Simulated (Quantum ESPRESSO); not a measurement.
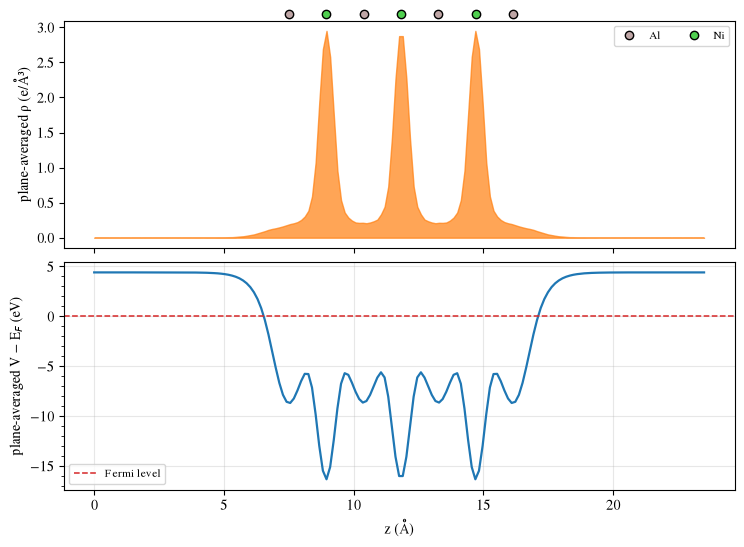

Al4Ni3 (slab). Plane average of the electrostatic potential (local pseudopotential plus Hartree) felt by an electron and of the valence pseudo-density across the slab. Circles mark the heights of the atoms.

Spin-polarised, but the moments vanished.

Theory: Quantum ESPRESSO, Kohn-Sham DFT of a periodic cell, rev-vdW-DF2, SSSP 1.3 efficiency PBE.

How far above the Fermi level of the calculation is the vacuum level?

4.4 eV.

How thick is the slab, and how wide the vacuum?

The outermost nuclei are 8.6 Å apart, in 7 atomic planes; the vacuum between periodic images is 15.0 Å wide.
